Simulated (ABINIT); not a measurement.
# Geometry relaxation of GaSb (part 2 of 2)

Continued. System: GaSb (F-43m, 2 atoms in the cell). Method: Kohn-Sham DFT of a periodic cell, PBEsol, PseudoDojo NC SR PBEsol v0.4.1 standard, no spin polarisation (ABINIT 10.8.3); cutoff 1088.46 eV, 6×6×6 k-mesh, fermi-dirac of 0.05 eV. The structure derives from an entry of the Crystallography Open Database.

Geometry of the input (Å; fractional positions):
```
0.0000  3.0590  3.0590
3.0590  0.0000  3.0590
3.0590  3.0590  0.0000
Sb 0.7500  0.7500  0.7500
Ga 0.0000  0.0000  0.0000
```

Log, continued:
```
--- !ResultsGS
iteration_state: {dtset: 1, itime: 2, icycle: 1, }
comment   : Summary of ground state results
lattice_vectors:
- [  0.0000000,   5.7806165,   5.7806165, ]
- [  5.7806165,   0.0000000,   5.7806165, ]
- [  5.7806165,   5.7806165,   0.0000000, ]
lattice_lengths: [   8.17503,    8.17503,    8.17503, ]
lattice_angles: [ 60.000,  60.000,  60.000, ] # degrees, (23, 13, 12)
lattice_volume:   3.8632469E+02
convergence: {deltae:  6.480E-12, res2:  1.446E-14, residm:  4.375E-11, diffor: null, }
etotal    :  -1.67142260E+02
entropy   :   0.00000000E+00
fermie    :   1.71023350E-01
cartesian_stress_tensor: # hartree/bohr^3
- [  2.73159294E-07,   0.00000000E+00,   0.00000000E+00, ]
- [  0.00000000E+00,   2.73159294E-07,   0.00000000E+00, ]
- [  0.00000000E+00,   0.00000000E+00,   2.73159294E-07, ]
pressure_GPa:  -8.0366E-03
xred      :
- [  7.5000E-01,   7.5000E-01,   7.5000E-01, Sb]
- [  0.0000E+00,   0.0000E+00,   0.0000E+00, Ga]
cartesian_forces: # hartree/bohr
- [  1.16451474E-29,   1.16451474E-29,  -3.49354422E-29, ]
- [ -1.16451474E-29,  -1.16451474E-29,   3.49354422E-29, ]
force_length_stats: {min:   3.86225845E-29, max:   3.86225845E-29, mean:   3.86225845E-29, }
...

 Integrated electronic density in atomic spheres:
 ------------------------------------------------
 Atom  Sphere_radius  Integrated_density
    1        2.00000         11.26180235
    2        2.00000         10.79545853

---OUTPUT-----------------------------------------------------------------------

 Cartesian coordinates (xcart) [bohr]
  8.67092467709442E+00  8.67092467709442E+00  8.67092467709442E+00
  0.00000000000000E+00  0.00000000000000E+00  0.00000000000000E+00
 Reduced coordinates (xred)
  7.50000000000000E-01  7.50000000000000E-01  7.50000000000000E-01
  0.00000000000000E+00  0.00000000000000E+00  0.00000000000000E+00
 Cartesian forces (fcart) [Ha/bohr]; max,rms= 3.49354E-29 2.22988E-29 (free atoms)
  1.16451473895314E-29  1.16451473895314E-29 -3.49354421685942E-29
 -1.16451473895314E-29 -1.16451473895314E-29  3.49354421685942E-29
 Gradient of E wrt nuclear positions in reduced coordinates (gred)
  1.34632261157719E-28  1.34632261157719E-28 -1.34632261157719E-28
 -1.34632261157719E-28 -1.34632261157719E-28  1.34632261157719E-28
 Scale of Primitive Cell (acell) [bohr]
  8.17502618444165E+00  8.17502618444165E+00  8.17502618444165E+00
 Real space primitive translations (rprimd) [bohr]
  0.00000000000000E+00  5.78061645139628E+00  5.78061645139628E+00
  5.78061645139628E+00  0.00000000000000E+00  5.78061645139628E+00
  5.78061645139628E+00  5.78061645139628E+00  0.00000000000000E+00
 Unitary Cell Volume (ucvol) [Bohr^3]=  3.86324685108260E+02
 Angles (23,13,12)= [degrees]
  6.00000000000000E+01  6.00000000000000E+01  6.00000000000000E+01
 Lengths [Bohr]
  8.17502618444165E+00  8.17502618444165E+00  8.17502618444165E+00
 Stress tensor in cartesian coordinates (strten) [Ha/bohr^3]
  2.73159294303729E-07  0.00000000000000E+00  0.00000000000000E+00
  0.00000000000000E+00  2.73159294303729E-07  0.00000000000000E+00
  0.00000000000000E+00  0.00000000000000E+00  2.73159294303729E-07
 Total energy (etotal) [Ha]= -1.67142259890219E+02

 Difference of energy with previous step (new-old):
           Absolute (Ha)=-3.38835E-09
           Relative     =-2.02723E-11

--- Iteration: ( 3/50) Internal Cycle: (1/1)
--------------------------------------------------------------------------------

---SELF-CONSISTENT-FIELD CONVERGENCE--------------------------------------------

--- !BeginCycle
iteration_state: {dtset: 1, itime: 3, icycle: 1, }
solver: {iscf: 7, nstep: 80, nline: 4, wfoptalg: 0, }
tolerances: {tolvrs: 1.00E-12, }
...

     iter   Etot(hartree)      deltaE(h)  residm     vres2
 ETOT  1  -167.14225914589    -1.671E+02 6.589E-08 1.359E-02
 ETOT  2  -167.14225983701    -6.911E-07 9.014E-09 6.877E-04
 ETOT  3  -167.14225988779    -5.078E-08 7.868E-09 2.100E-04
 ETOT  4  -167.14225989889    -1.110E-08 2.130E-08 8.770E-06
 ETOT  5  -167.14225989926    -3.738E-10 9.963E-10 2.687E-07
 ETOT  6  -167.14225989928    -1.933E-11 1.459E-09 1.130E-08
 ETOT  7  -167.14225989929    -7.162E-12 7.174E-11 6.897E-10
 ETOT  8  -167.14225989928     6.594E-12 1.518E-10 4.539E-11
 ETOT  9  -167.14225989928     2.075E-12 7.735E-12 4.553E-13

 At SCF step    9       vres2   =  4.55E-13 < tolvrs=  1.00E-12 =>converged.

 Cartesian components of stress tensor (hartree/bohr^3)
  sigma(1 1)= -2.94615476E-10  sigma(3 2)=  0.00000000E+00
  sigma(2 2)= -2.94615474E-10  sigma(3 1)=  0.00000000E+00
  sigma(3 3)= -2.94615474E-10  sigma(2 1)=  0.00000000E+00

--- !ResultsGS
iteration_state: {dtset: 1, itime: 3, icycle: 1, }
comment   : Summary of ground state results
lattice_vectors:
- [  0.0000000,   5.7803018,   5.7803018, ]
- [  5.7803018,   0.0000000,   5.7803018, ]
- [  5.7803018,   5.7803018,   0.0000000, ]
lattice_lengths: [   8.17458,    8.17458,    8.17458, ]
lattice_angles: [ 60.000,  60.000,  60.000, ] # degrees, (23, 13, 12)
lattice_volume:   3.8626159E+02
convergence: {deltae:  2.075E-12, res2:  4.553E-13, residm:  7.735E-12, diffor: null, }
etotal    :  -1.67142260E+02
entropy   :   0.00000000E+00
fermie    :   1.71092037E-01
cartesian_stress_tensor: # hartree/bohr^3
- [ -2.94615476E-10,   0.00000000E+00,   0.00000000E+00, ]
- [  0.00000000E+00,  -2.94615474E-10,   0.00000000E+00, ]
- [  0.00000000E+00,   0.00000000E+00,  -2.94615474E-10, ]
pressure_GPa:   8.6679E-06
xred      :
- [  7.5000E-01,   7.5000E-01,   7.5000E-01, Sb]
- [  2.0074E-29,   2.0074E-29,  -3.3457E-29, Ga]
cartesian_forces: # hartree/bohr
- [ -0.00000000E+00,  -0.00000000E+00,  -0.00000000E+00, ]
- [ -0.00000000E+00,  -0.00000000E+00,  -0.00000000E+00, ]
force_length_stats: {min:   0.00000000E+00, max:   0.00000000E+00, mean:   0.00000000E+00, }
...

 Integrated electronic density in atomic spheres:
 ------------------------------------------------
 Atom  Sphere_radius  Integrated_density
    1        2.00000         11.26146598
    2        2.00000         10.79528834

---OUTPUT-----------------------------------------------------------------------

 Cartesian coordinates (xcart) [bohr]
  8.67045263583745E+00  8.67045263583745E+00  8.67045263583745E+00
 -7.73568281262493E-29 -7.73568281262492E-29  2.32070484378748E-28
 Reduced coordinates (xred)
  7.50000000000000E-01  7.50000000000000E-01  7.50000000000000E-01
  2.00742533976428E-29  2.00742533976428E-29 -3.34570889960713E-29
 Cartesian forces (fcart) [Ha/bohr]; max,rms= 0.00000E+00 0.00000E+00 (free atoms)
 -0.00000000000000E+00 -0.00000000000000E+00 -0.00000000000000E+00
 -0.00000000000000E+00 -0.00000000000000E+00 -0.00000000000000E+00
 Gradient of E wrt nuclear positions in reduced coordinates (gred)
  0.00000000000000E+00  0.00000000000000E+00  0.00000000000000E+00
  0.00000000000000E+00  0.00000000000000E+00  0.00000000000000E+00
 Scale of Primitive Cell (acell) [bohr]
  8.17458113967658E+00  8.17458113967658E+00  8.17458113967658E+00
 Real space primitive translations (rprimd) [bohr]
  0.00000000000000E+00  5.78030175722497E+00  5.78030175722497E+00
  5.78030175722497E+00  0.00000000000000E+00  5.78030175722497E+00
  5.78030175722497E+00  5.78030175722497E+00  0.00000000000000E+00
 Unitary Cell Volume (ucvol) [Bohr^3]=  3.86261594514374E+02
 Angles (23,13,12)= [degrees]
  6.00000000000000E+01  6.00000000000000E+01  6.00000000000000E+01
 Lengths [Bohr]
  8.17458113967658E+00  8.17458113967658E+00  8.17458113967658E+00
 Stress tensor in cartesian coordinates (strten) [Ha/bohr^3]
 -2.94615476112425E-10  0.00000000000000E+00  0.00000000000000E+00
  0.00000000000000E+00 -2.94615474377702E-10  0.00000000000000E+00
  0.00000000000000E+00  0.00000000000000E+00 -2.94615474377702E-10
 Total energy (etotal) [Ha]= -1.67142259899277E+02

 Difference of energy with previous step (new-old):
           Absolute (Ha)=-9.05806E-09
           Relative     =-5.41937E-11

 At Broyd/MD step   3, gradients are converged :
  max grad (force/stress) = 2.9462E-08 < tolmxf= 2.0000E-05 ha/bohr (free atoms)

================================================================================

 ----iterations are completed or convergence reached----

 Mean square residual over all n,k,spin=   53.708E-15; max=  77.348E-13
 reduced coordinates (array xred) for    2 atoms
       0.750000000000      0.750000000000      0.750000000000
       0.000000000000      0.000000000000     -0.000000000000
 rms dE/dt=  0.0000E+00; max dE/dt=  0.0000E+00; dE/dt below (all hartree)
    1       0.000000000000      0.000000000000      0.000000000000
    2       0.000000000000      0.000000000000      0.000000000000

 cartesian coordinates (angstrom) at end:
    1      4.58820593998633     4.58820593998634     4.58820593998634
    2     -0.00000000000000    -0.00000000000000     0.00000000000000

 cartesian forces (hartree/bohr) at end:
    1     -0.00000000000000    -0.00000000000000    -0.00000000000000
    2     -0.00000000000000    -0.00000000000000    -0.00000000000000
 frms,max,avg= 0.0000000E+00 0.0000000E+00   0.000E+00  0.000E+00  0.000E+00 h/b

 cartesian forces (eV/Angstrom) at end:
    1     -0.00000000000000    -0.00000000000000    -0.00000000000000
    2     -0.00000000000000    -0.00000000000000    -0.00000000000000
 frms,max,avg= 0.0000000E+00 0.0000000E+00   0.000E+00  0.000E+00  0.000E+00 e/A
 length scales=  8.174581139677  8.174581139677  8.174581139677 bohr
              =  4.325802044860  4.325802044860  4.325802044860 angstroms
 Fermi (or HOMO) energy (hartree) =   0.17109   Average Vxc (hartree)=  -0.35340
 Eigenvalues (hartree) for nkpt=  16  k points:
 kpt#   1, nband= 18, wtk=  0.00463, kpt=  0.0000  0.0000  0.0000 (reduced coord)
  -0.88733   -0.88733   -0.88733   -0.88663   -0.88663   -0.38250   -0.38250   -0.38250
  -0.38068   -0.38068   -0.25361    0.16840    0.16930    0.16930    0.16930    0.27126
   0.27126    0.27126
      occupation numbers for kpt#   1
   2.00000    2.00000    2.00000    2.00000    2.00000    2.00000    2.00000    2.00000
   2.00000    2.00000    2.00000    1.62430    1.45265    1.45265    1.45265    0.00000
   0.00000    0.00000
 prteigrs : prtvol=0 or 1, do not print more k-points.

--- !EnergyTerms
iteration_state     : {dtset: 1, itime: 3, icycle: 1, }
comment             : Components of total free energy in Hartree
kinetic             :  1.15730044946956E+02
hartree             :  5.04245848036909E+01
xc                  : -4.32106581484399E+01
Ewald energy        : -9.16557116963198E+01
psp_core            :  3.68726999279792E+00
local_psp           : -1.44952675438501E+02
non_local_psp       : -5.71650745282548E+01
internal            : -1.67142220068070E+02
'-kT*entropy'       : -3.98312066332014E-05
total_energy        : -1.67142259899277E+02
total_energy_eV     : -4.54817259214537E+03
band_energy         : -1.27892150250919E+01
...

 Cartesian components of stress tensor (hartree/bohr^3)
  sigma(1 1)= -2.94615476E-10  sigma(3 2)=  0.00000000E+00
  sigma(2 2)= -2.94615474E-10  sigma(3 1)=  0.00000000E+00
  sigma(3 3)= -2.94615474E-10  sigma(2 1)=  0.00000000E+00

-Cartesian components of stress tensor (GPa)         [Pressure=  8.6679E-06 GPa]
- sigma(1 1)= -8.66788656E-06  sigma(3 2)=  0.00000000E+00
- sigma(2 2)= -8.66788651E-06  sigma(3 1)=  0.00000000E+00
- sigma(3 3)= -8.66788651E-06  sigma(2 1)=  0.00000000E+00

== END DATASET(S) ==============================================================
================================================================================

 -outvars: echo values of variables after computation  --------
            acell      8.1745811397E+00  8.1745811397E+00  8.1745811397E+00 Bohr
           etotal     -1.6714225990E+02
            fcart     -0.0000000000E+00 -0.0000000000E+00 -0.0000000000E+00
                      -0.0000000000E+00 -0.0000000000E+00 -0.0000000000E+00
            rprim      0.0000000000E+00  7.0710678119E-01  7.0710678119E-01
                       7.0710678119E-01  0.0000000000E+00  7.0710678119E-01
                       7.0710678119E-01  7.0710678119E-01  0.0000000000E+00
           strten     -2.9461547611E-10 -2.9461547438E-10 -2.9461547438E-10
                       0.0000000000E+00  0.0000000000E+00  0.0000000000E+00
           xangst      4.5882059400E+00  4.5882059400E+00  4.5882059400E+00
                      -4.0935470524E-29 -4.0935470524E-29  1.2280641157E-28
             xred      7.5000000000E-01  7.5000000000E-01  7.5000000000E-01
                       2.0074253398E-29  2.0074253398E-29 -3.3457088996E-29
 Calculation completed.
```

Trajectory as extended XYZ (Å, eV, eV/Å), 3 frames, from step=0 to step=2:
```
2
Lattice="0.0000 3.0590 3.0590 3.0590 0.0000 3.0590 3.0590 3.0590 0.0000" Properties=species:S:1:pos:R:3:forces:R:3 step=0 energy=-4548.17259
Sb    4.5885    4.5885    4.5885    0.0000   0.0000   0.0000
Ga    0.0000    0.0000    0.0000    0.0000   0.0000   0.0000
2
Lattice="0.0000 3.0590 3.0590 3.0590 0.0000 3.0590 3.0590 3.0590 0.0000" Properties=species:S:1:pos:R:3:forces:R:3 step=1 energy=-4548.17259
Sb    4.5885    4.5885    4.5885    0.0000   0.0000   0.0000
Ga    0.0000    0.0000    0.0000    0.0000   0.0000   0.0000
2
Lattice="0.0000 3.0588 3.0588 3.0588 0.0000 3.0588 3.0588 3.0588 0.0000" Properties=species:S:1:pos:R:3:forces:R:3 step=2 energy=-4548.17259
Sb    4.5882    4.5882    4.5882    0.0000   0.0000   0.0000
Ga    0.0000    0.0000    0.0000    0.0000   0.0000   0.0000
```

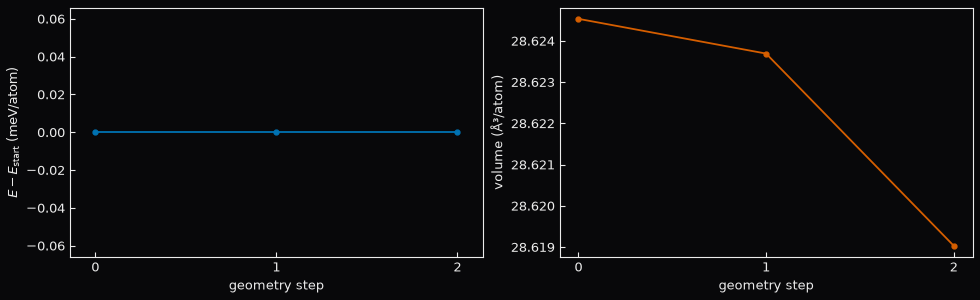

Figure 1. Progress of the relaxation, step by step (steps are counted from 0). The energy rises by next to nothing (0.0 meV per atom) in 2 geometry steps. All forces vanish by symmetry, so only the cell relaxes. The atoms keep their places (all moves are under 0.005 Å). The lattice vectors keep their values. The space group stays F-43m (No. 216).

Results in brief:

- outcome: converged
- space group (tolerance 0.01 Å): F-43m (216)
- electrons treated: 28
- free energy: −4548.1726 eV
- Fermi energy: 4.656 eV
- gap on the k-point mesh: none (metallic)
- pressure: 0.00 GPa
- final volume: 57.24 Å³
- largest force (length of the vector) at the end: under 0.001 eV/Å
- final cell: a = 4.326 Å, b = 4.326 Å, c = 4.326 Å, α = 60.00°, β = 60.00°, γ = 60.00°
- hardware: 4 threads of Intel Xeon (Sapphire Rapids), 16 GiB of memory available, shared host
- wall time: 53 s (CPU time 3.5 min)
- peak memory: 0.44 GiB
